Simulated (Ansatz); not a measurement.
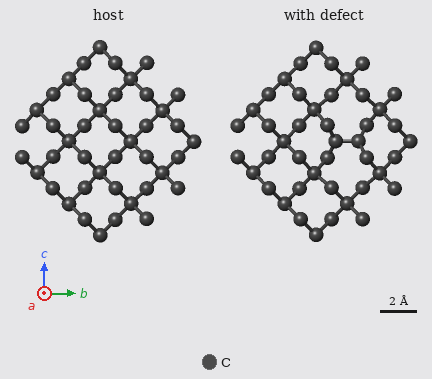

Left: perfect C. Right: the same region with one point defect, after relaxing the atoms in a supercell of 128 sites. Style: ball-and-stick. Shown: the atoms within 5.4 Å of one point, in a slice 3.4 Å thick across the line of sight, along the a axis.

Theory: DFT, PBEsol, PAW, plane waves in Ansatz. Set-up: plane-wave cutoff 420 eV; k-point mesh 1 × 1 × 1; mesh shifted by (0.25, 0.25, 0.25); no spin polarisation. Fermi-Dirac smearing of 0.01 eV. A uniform background neutralises the charged cell. The axes drawn are those of the host's conventional cell.

Question: What kind of defect was made?

Answer: An extra carbon atom is put between the host's atoms (an interstitial).

The charge state of the cell is −2.

Question: How does the lattice respond?

Answer: The C atom starts with 10 C at 1.52 to 1.80 Å around its place and ends with 3 C at 1.30 to 1.40 Å. Of the host's atoms, a carbon atom moves furthest from its site, by 0.66 Å. The C atom itself moves 1.11 Å from where it was put. Relaxing the atoms from the host's sites lowers the energy by 17.44 eV.

Limits of the set-up: the cell is charged, on a uniform background, and energies carry no finite-size correction.
